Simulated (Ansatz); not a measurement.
Run report: MoS$_{2}$, single-point calculation

MoS$_{2}$ (R3m, 3 atoms in the cell), computed with DFT PBE+D3(BJ), scalar-relativistic, plane waves, PAW, spin-polarised (Ansatz 0.2.0).

The structure derives from an entry of the Crystallography Open Database. Figures and captions count atoms from 1; the log counts them from 0 in places.

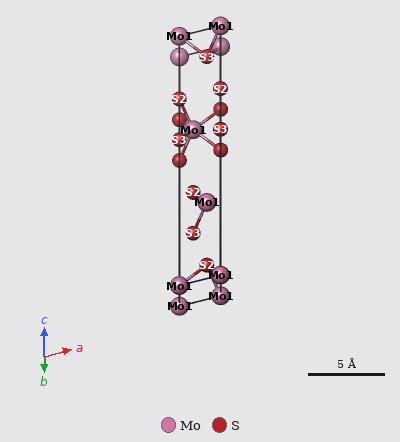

Figure 1. The structure (ball-and-stick view of the cell 3 times as large as that of the calculation, set on its symmetry axes, seen at an oblique angle; atoms are numbered from 1 in the order of the input). An atom can appear more than once, as a periodic image. Near neighbours in the periodic cell (some may lie outside the picture): Mo has 6 S at 2.36 Å; S has 3 Mo at 2.36 Å.

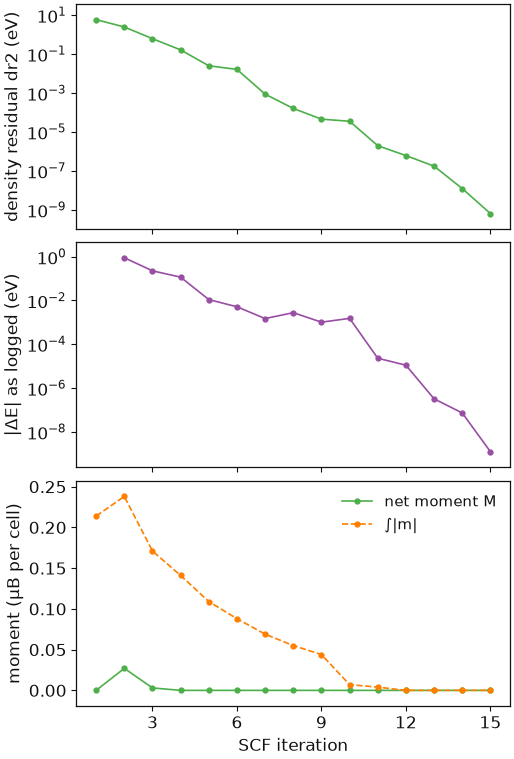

Figure 2. Convergence of the self-consistent field: density residual dr2, size of the energy change and magnetic moment against the SCF iteration. The residual falls at every step. The net moment stays at 0.0 μB per cell, and ∫|m| falls to zero.

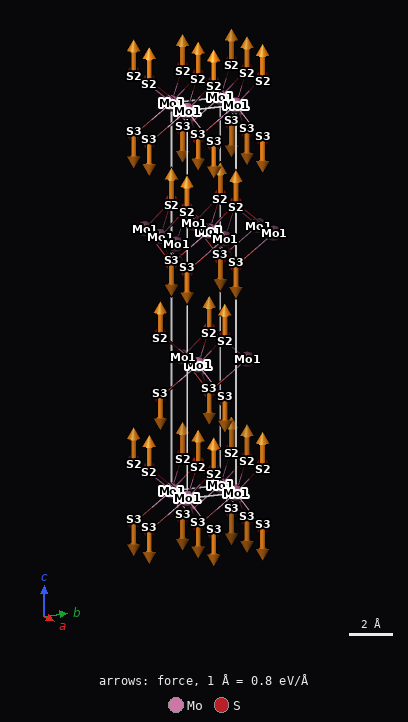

Figure 3. Forces on the atoms as orange arrows (ball-and-stick view of the cell 3 times as large as that of the calculation, set on its symmetry axes, seen slightly off an axis; neighbours outside the cell are drawn fainter; atoms are numbered from 1 in the order of the input); the smallest are left out. The largest act on S2, S3 (1.30 eV/Å). The geometry is not a stationary point of this energy.

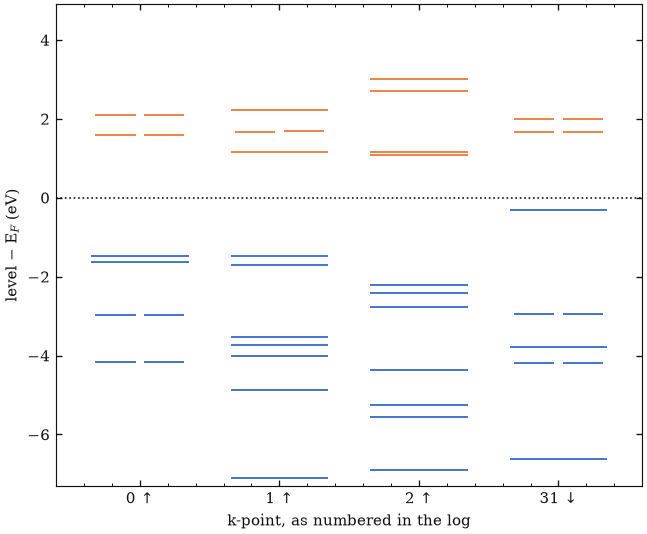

Figure 4. Kohn–Sham levels near the Fermi level (dotted) at the few k-points that the log prints; levels within 0.02 eV of each other stand side by side. Among these points the highest filled and lowest empty levels are 1.40 eV apart; the gap on the full mesh, 0.64 eV, has an edge at a point that isn't printed.

The input and output of the run follow.

Input file:
```yaml
crystal:
  lattice:
    - [1.5815003568, 0.9130796567, 6.12333]
    - [-1.5815003568, 0.9130796567, 6.12333]
    - [0.0, -1.8261593134, 6.12333]
  atoms:
    - { symbol: Mo, position: [0.0, 0.0, 0.0], spin: 1.0 }
    - { symbol: S, position: [0.7484, 0.7484, 0.7484] }
    - { symbol: S, position: [0.5849, 0.5849, 0.5849] }
basis:
  ecutwfc: 420
kpoints:
  mp_grid: { grid: [6, 6, 6] }
hamiltonian:
  xc: pbe
  dispersion: d3bj
scf:
  occupations: { method: gaussian, width: 0.1 }
  lower_state_search: "off"
output:
  forces: true
  stress: true
  eigenvalues: true
  populations: true
magnetization:
  spin_polarized: true
```

Command:
```bash
ansatz run input.yaml --threads 8 --pin off --max-ram 20480MiB --backend cpu --events-out ev --progress --plain --runs-dir out
```

What the program printed:
```
basis.fft_grid_basis auto: the FFT boxes are laid along the combinations [[1, 0, -1], [0, 1, -1], [0, 0, 1]] of the cell's own vectors, 3.163, 3.163 and 6.390 Å long. The dense box has 24×24×45 points. Along the cell's own vectors, as sized, it would have 45×45×45, 3.52 times as many. Of the 6 symmetry operations that the crystal satisfies within crystal.symmetry.tolerance (time reversal apart; of a slab, those that keep its plane) the dense box along the cell's own vectors carries 6, and the one as laid loses 4 of those. basis.fft_grid_basis: typed keeps the cell's own vectors: state it where this run's energies or levels are differenced outside the engine with another run's, or held beside a run that keeps those vectors.
Engine: ansatz 0.2.0, aarch64-unknown-linux-gnu
Pseudopotentials: kind: paw
Pseudopotential: Mo, paw, valence charge 14, recommended cutoff 420 eV (normal), Mo.paw.azcp
Pseudopotential: S, paw, valence charge 6, recommended cutoff 420 eV (normal), S.paw.azcp
Functional definition: PBE
  parameter kappa = 0.804
  parameter beta = 0.06672455060314922
  exchange = pbe_x(kappa = kappa, mu = beta*pi^2/3)
  correlation = pbe_c(beta = beta)
Crystal: 3 atoms, lattice volume = 53.054 Å³
Basis set: ecut = 420 eV, 1011 PW (Γ), FFT grids on a1−a3, a2−a3, a3, exchange–correlation on 48×48×90 points (8 copies of the dense FFT grid, shifted against one another)
Bands: 18, of which v1, the nominal top of the filled ones, is band 13 counted from 1 (12 counted from 0)
Symmetry: 6 space group operations
Space group: R3m (ITA 160), of the structure as read, at distance tolerance 3.8e-5 Å
Magnetic group: BNS 160.65 (UNI 1295), of the structure as read, at distance tolerance 3.8e-5 Å
k-points: 32 of 216 (time reversal used)
Non-local potential: Mo, projectors of the file, l = 0: 3, l = 1: 2, l = 2: 2, l = 3: 1
Non-local potential: S, projectors of the file, l = 0: 2, l = 1: 2, l = 2: 2
PAW form: soft (Blöchl's): semilocal exchange-correlation on the pseudo side does not see the compensation charge
PAW one-centre angular grid: Mo, 590 points (default); XC on 64 Gauss nodes
PAW one-centre angular grid: S, 110 points (default); XC on 64 Gauss nodes
Initial density: superposition of atomic densities (chi_scale 0.1, normalization cell)
Starting moments: Σ|m| = 1 μB on 1 of 3 sites
Initial wavefunctions: pseudopotential atomic-orbital guess
Functional: x = pbe(κ = 0.804, μ = 0.2195149727645171), c = pbe(β = 0.06672455060314922)
SCF iter   1: F=—  HF=-6765.203508 eV  |F-HF|=—  |Δ(HF+E_count)|=         —  Δρ=6.57e-2 (↑6.57e-2 ↓3.21e-2)  dr2=5.92e0  dr2_m=3.74e-1  M=0.000 μB ∫|m|=0.214 μB  β_m=0.30  ethr=3.10e-3  ⟨swp⟩=5.7  Hψ=6422  notcnv=0
preconditioner: auto → none  [insulator: Δε(μ)=0.427 eV  Ē_g=9.916 eV  σ=0.100 eV  W_gap=1.00  n_scr=16 (ndim 8)  ℏωp=21.6 eV  f_vac=0.003  D(μ)=0.00/eV (n_scr^D=0)  ε∞_Penn≈5.8]
SCF iter   2: F=—  HF=-6764.307550 eV  |F-HF|=—  |Δ(HF+E_count)|=   8.96e-1  Δρ=3.37e-2 (↑1.88e-2 ↓3.37e-2)  dr2=2.47e0  dr2_m=1.69e-1  M=0.027 μB ∫|m|=0.238 μB  β_m=0.30  ethr=3.10e-3  ⟨swp⟩=3.0  Hψ=3006  notcnv=0  defer=60
preconditioner: auto → Kerker (q_TF=auto, 2.423 Å⁻¹)  [metal: Δε(μ)=0.074 eV  Ē_g=9.154 eV  σ=0.100 eV  W_gap=0.40  n_scr=16 (ndim 8)  ℏωp=21.6 eV  f_vac=0.007  D(μ)=0.31/eV (n_scr^D=0)]
spin=Collinear: Kerker preconditioning applied to the charge; magnetization (m = ρ↑ − ρ↓) channel mixes plain (no charge-response kernel on spin).
SCF iter   3: F=—  HF=-6764.081868 eV  |F-HF|=—  |Δ(HF+E_count)|=   2.26e-1  Δρ=2.10e-2 (↑2.10e-2 ↓1.85e-2)  dr2=6.19e-1  dr2_m=9.95e-2  M=0.003 μB ∫|m|=0.171 μB  β_m=0.30  ethr=3.10e-3  ⟨swp⟩=2.2  Hψ=1898  notcnv=0  defer=58
SCF iter   4: F=—  HF=-6763.966151 eV  |F-HF|=—  |Δ(HF+E_count)|=   1.16e-1  Δρ=1.53e-2 (↑7.89e-3 ↓1.53e-2)  dr2=1.64e-1  dr2_m=5.23e-2  M=0.000 μB ∫|m|=0.141 μB  β_m=0.30  ethr=2.38e-3  ⟨swp⟩=2.0  Hψ=1872  notcnv=0  defer=60
SCF iter   5: F=—  HF=-6763.955167 eV  |F-HF|=—  |Δ(HF+E_count)|=   1.10e-2  Δρ=9.02e-3 (↑9.02e-3 ↓7.38e-3)  dr2=2.51e-2  dr2_m=2.91e-2  M=0.000 μB ∫|m|=0.109 μB  β_m=0.30  ethr=6.32e-4  ⟨swp⟩=2.4  Hψ=1802  notcnv=0  defer=60
SCF iter   6: F=—  HF=-6763.960320 eV  |F-HF|=—  |Δ(HF+E_count)|=   5.15e-3  Δρ=7.24e-3 (↑4.46e-3 ↓7.24e-3)  dr2=1.63e-2  dr2_m=1.59e-2  M=0.000 μB ∫|m|=0.088 μB  β_m=0.30  ethr=9.66e-5  ⟨swp⟩=2.3  Hψ=2065  notcnv=0  defer=60
SCF iter   7: F=—  HF=-6763.961807 eV  |F-HF|=—  |Δ(HF+E_count)|=   1.49e-3  Δρ=4.46e-3 (↑4.46e-3 ↓4.23e-3)  dr2=8.75e-4  dr2_m=8.92e-3  M=0.000 μB ∫|m|=0.069 μB  β_m=0.30  ethr=6.27e-5  ⟨swp⟩=1.9  Hψ=1300  notcnv=0  defer=60
SCF iter   8: F=—  HF=-6763.964576 eV  |F-HF|=—  |Δ(HF+E_count)|=   2.77e-3  Δρ=3.35e-3 (↑3.04e-3 ↓3.35e-3)  dr2=1.61e-4  dr2_m=4.96e-3  M=0.000 μB ∫|m|=0.055 μB  β_m=0.30  ethr=3.37e-6  ⟨swp⟩=2.0  Hψ=1676  notcnv=0  defer=60
Mixer restart at iter 8: flushing history
spin-set hold released at iteration 8 (site moments contracting): the magnetisation degrees of freedom join the quasi-Newton model from the next iteration; the mixer history was flushed
SCF iter   9: F=—  HF=-6763.965598 eV  |F-HF|=—  |Δ(HF+E_count)|=   1.02e-3  Δρ=2.47e-3 (↑2.34e-3 ↓2.47e-3)  dr2=4.53e-5  dr2_m=2.81e-3  M=0.000 μB ∫|m|=0.044 μB  β_m=0.65  ethr=6.21e-7  ⟨swp⟩=1.8  Hψ=1367  notcnv=0  defer=60
SCF iter  10: F=—  HF=-6763.967121 eV  |F-HF|=—  |Δ(HF+E_count)|=   1.52e-3  Δρ=2.91e-4 (↑1.53e-4 ↓2.91e-4)  dr2=3.53e-5  dr2_m=2.25e-5  M=0.000 μB ∫|m|=0.007 μB  β_m=0.67  ethr=1.74e-7  ⟨swp⟩=3.1  Hψ=2298  notcnv=0  defer=60
SCF iter  11: F=—  HF=-6763.967144 eV  |F-HF|=—  |Δ(HF+E_count)|=   2.30e-5  Δρ=1.15e-4 (↑1.15e-4 ↓1.04e-4)  dr2=1.96e-6  dr2_m=5.59e-6  M=0.000 μB ∫|m|=0.004 μB  β_m=0.84  ethr=1.36e-7  ⟨swp⟩=2.0  Hψ=1765  notcnv=0  defer=60
SCF iter  12: F=—  HF=-6763.967155 eV  |F-HF|=—  |Δ(HF+E_count)|=   1.10e-5  Δρ=1.57e-5 (↑1.24e-5 ↓1.57e-5)  dr2=6.10e-7  dr2_m=5.43e-8  M=0.000 μB ∫|m|=0.000 μB  β_m=0.92  ethr=7.53e-9  ⟨swp⟩=2.4  Hψ=2172  notcnv=0  defer=60
SCF iter  13: F=—  HF=-6763.967156 eV  |F-HF|=—  |Δ(HF+E_count)|=   3.21e-7  Δρ=4.89e-6 (↑4.89e-6 ↓4.47e-6)  dr2=1.74e-7  dr2_m=1.03e-9  M=-0.000 μB ∫|m|=0.000 μB  β_m=0.96  ethr=2.35e-9  ⟨swp⟩=2.1  Hψ=1575  notcnv=0  defer=60
iter 14 did not close the SCF: its close was put off for a magnetic moment that had not settled (scf_convergence_deferred on its scf_iter line)
SCF iter  14: F=-6763.967156 eV  HF=-6763.967156 eV  |F-HF|=5.96e-9  |Δ(HF+E_count)|=   7.26e-8  Δρ=1.46e-6 (↑1.46e-6 ↓1.16e-6)  dr2=1.23e-8  dr2_m=3.05e-10  M=-0.000 μB ∫|m|=0.000 μB  β_m=0.98  ethr=3.85e-10  ⟨swp⟩=9.9  Hψ=5037  notcnv=0
SCF iter  15: F=-6763.967156 eV  HF=-6763.967156 eV  |F-HF|=2.32e-10  |Δ(HF+E_count)|=   1.24e-9  Δρ=4.03e-7 (↑3.35e-7 ↓4.03e-7)  dr2=6.41e-10  dr2_m=1.94e-11  M=-0.000 μB ∫|m|=0.000 μB  ethr=4.73e-11  ⟨swp⟩=1.8  Hψ=3260  notcnv=0
WARN: the starting moments were not kept: the SCF closed with an absolute magnetisation of 4.3e-6 μB, where they sum to 1 μB in size (1 site). That is at most 0.1 of that sum. Measured as dr2_m measures the in/out step, that magnetisation stands 2.1e-12 eV from none, at or under the dr2_threshold of 1.0e-7 eV: it is no larger than a step whose dr2_m would equal this threshold. The system may hold no moment; this SCF shows only that its start led to no more than that. To try another start: raise the starting moments (crystal.atoms[].spin, magnetization.per_species, magnetization.initial_magnetization, or on a non-collinear deck that types none of these the spinor_matrix: blocks that start its atoms; where the total moment is fixed, keep their sum and leave initial_magnetization as it is; typed ones take the place of any that the run laid by itself, positive ones on a crystal's lanthanoids without a Hubbard term where scf.initial_density.shell_occupations: [] is typed) or, if the notice of its spin-set hold's release reads "site moments contracting" or "site moments show no strong build", lengthen the hold (scf.mixing.spin_hold: { on: { confirm: 4 } }; for m-r²SCAN on two components see the key's manual first). Each may lead to a state that holds a moment. A second SCF, from the converged charge density, with the starting moments and any scf.initial_density.shell_occupations laid on it anew, would have followed, and was not run: the deck does not ask for one (magnetization.retry_lost_moments is false, the default). To let it run, set magnetization.retry_lost_moments: true and run the deck again, where that key's refused combinations let it; where memory then withholds it, that run's warning says so.
SCF 1 converged in 15 iterations: F = -6763.967156 eV  dr2 = 6.41e-10
  greatest PAW one-centre occupation: 0.998 electrons in one spin orbital (limit 2), on the Mo atom at site 0 (counted from 0), in its partial waves of l = 0
SCF converged after 15 iterations
Magnetization: -0.0000 μB (13.0000 up, 13.0000 down)
Absolute magnetization: 0.0000 μB (∫|ρ↑−ρ↓|, with the PAW one-centre terms)
Spin contamination: 0.0000 ħ² per cell (⟨S²⟩ above its minimum at these occupations)
Per-site moments (μB) at R_I (Å): [(5.491632710497233e-7, 0.9752098020362587), (2.0076533341750487e-7, 0.9752098020362587), (2.0528414239103304e-7, 0.9753702367974847)]
Free energy (F): -6763.967156 eV
Harris-Foulkes:  -6763.967156 eV  (|F-HF|=2.32e-10)
Internal energy: -6763.967156 eV  (E = F + TS)
E sigma→0 (E₀):  -6763.967156 eV
Entropy (-TS):   -0.000000 eV (-0.000 meV/atom)
Fermi energy:    11.564618 eV
--- Per-component energies (eV) ---
  E_band       = -154.823145
  E_kinetic    = 660.144468
  E_local      = -2029.178243  (includes V_loc(G=0)·N_el)
  E_nonlocal   = 199.520022
  E_hartree    = 787.663764
  E_xc         = -379.930575
  E_vxc        = -406.913464  (∫ρ·V_xc dr)
  E_paw        = -4401.846015  (= ΣΔE_a)
  E_vpaw       = -153.722366  (= ΣTr[D̂ρ^β])
  E_aug_tail   = 0.000036  (compensation charges beyond the density's cutoff)
  E_ewald      = -1599.057027
  E_disp       = -1.283586  (pairwise vdW)
  E_smearing   = -0.000000  (= −TS)
  E_closure    = -0.000000  (closes the sum)
  Σ components = -6763.967156   (vs F -6763.967156, Δ=0.00e0)
--- Forces (eV/Å), atoms counted from 1 ---
  atom   1  Mo     0.00000000     0.00000000    -0.00174610
  atom   2  S      0.00000000     0.00000000     1.30237671
  atom   3  S     -0.00000000    -0.00000000    -1.30063008
  max |Σ_I F_I| component: 5.21e-7 eV/Å
--- Stress (GPa, compression-positive) ---
        2.916640       0.000000      -0.000000
        0.000000       2.916640      -0.000000
       -0.000000      -0.000000      10.045044
  P = ⅓ Tr σ = 5.2928 GPa (52.928 kbar)
--- Band table (eV; the first three rows and the last of 64) ---
  k-point 0 ↑: bands = ["-50.4453", "-24.6211", "-24.4010", "-24.4010", "-4.1193", "-2.2784", "4.0309", "7.3950", "7.3950", "8.5963", "8.5963", "9.9295", "10.0917", "13.1553", "13.1553", "13.6724", "13.6724", "16.5198"]
  k-point 1 ↑: bands = ["-50.4348", "-24.5997", "-24.5073", "-24.4250", "-3.6994", "-2.1694", "4.4633", "6.6847", "7.5585", "7.8350", "8.0292", "9.8593", "10.0819", "12.7213", "13.2353", "13.2527", "13.8014", "18.1044"]
  k-point 2 ↑: bands = ["-50.4137", "-24.7145", "-24.5566", "-24.4725", "-2.7251", "-1.9199", "4.6526", "6.0194", "6.3056", "7.2068", "8.7964", "9.1393", "9.3430", "12.6584", "12.7296", "14.2607", "14.5791", "18.1419"]
  k-point 31 ↓: bands = ["-50.4453", "-24.6212", "-24.4010", "-24.4010", "-3.9081", "-2.6587", "4.9473", "7.3827", "7.3827", "7.7703", "8.6203", "8.6203", "11.2614", "13.2382", "13.2382", "13.5520", "13.5520", "16.5582"]
--- Löwdin populations: 3 sites ---
  site symbol       q [e]    m [muB]
     0     Mo     13.7115     0.0000
     1      S      6.0389    -0.0000
     2      S      6.0421    -0.0000
  spilling = 0.007980 (of n_electrons = 26.000000)
```

Summary:

```csv
quantity,value
outcome,converged
space group (tolerance 0.01 Å),R3m (160)
electrons treated,26
free energy,−6763.9672 eV
Fermi energy,11.565 eV
gap on the k-point mesh,0.64 eV
net moment of the cell,0.00 μB
integrated absolute moment,0.00 μB
pressure,5.29 GPa
largest force (length of the vector),1.302 eV/Å
hardware,"8 threads of Arm Neoverse V2, 24 GiB of memory available, shared host"
wall time,2.1 s (CPU time 11 s)
peak memory,0.41 GiB
```

Notes:

The program warns: some starting moments were not kept.
